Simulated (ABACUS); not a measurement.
Consider Te2Mo.

Input file:

```
INPUT_PARAMETERS
suffix              Te2Mo
calculation         scf
basis_type          pw
pseudo_dir          ./
latname             hexagonal
symmetry            1
dft_functional      MGGA_X_R2SCAN+MGGA_C_R2SCAN
ecutwfc             96
pseudo_rcut         7
nspin               1
nbands              62
ks_solver           dav
smearing_method     fd
smearing_sigma      0.00367493
scf_thr             1e-08
scf_nmax            100
mixing_type         broyden
mixing_beta         0.7
cal_force           1
cal_stress          1
mixing_tau          1
out_chg             1
out_pot             2
out_elf             1
```

Command:

```sh
OMP_NUM_THREADS=1 mpirun -np 4 abacus > log
```

Below, planes, directions and counts refer to the conventional cell (a = 3.52 Å, b = 3.52 Å, c = 13.97 Å, α = 90.00°, β = 90.00°, γ = 120.00°).

Space group P6₃/mmc.

Computed with Kohn-Sham DFT of a periodic cell, r2SCAN, SG15 ONCV 1.2 PBE (ABACUS).

Q: What can the converged valence pseudo-density and electron localisation function tell about the bonding?

A: Te–Mo (2.72 Å): ρ is about 0.46 e/Å³ halfway; the ELF peaks at about 0.65 in the valence shell of Te, 1.3 Å from its nucleus, and is about 0.55 at the midpoint.

Q: Does the calculation give a band gap?

A: It is gapped, with a Kohn–Sham gap of 0.95 eV on the k-point mesh (the band edges may lie off the mesh, which would make the gap smaller).

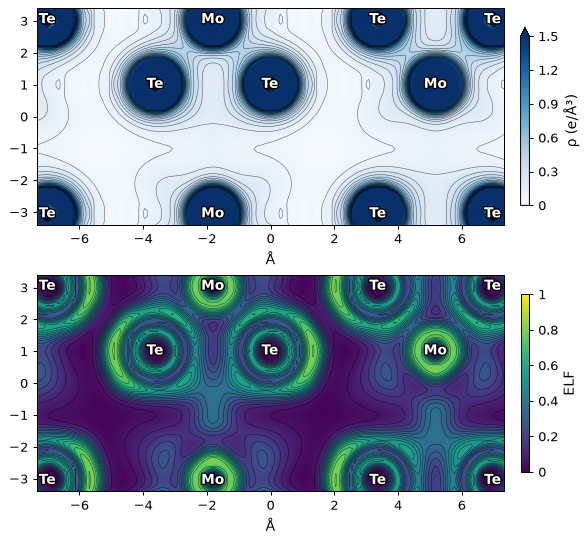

Computed valence pseudo-density and electron localisation function on the (110) plane of the conventional cell, in this order. 

Core electrons are replaced by pseudopotentials, and the valence fields are smoothed inside the atomic spheres.
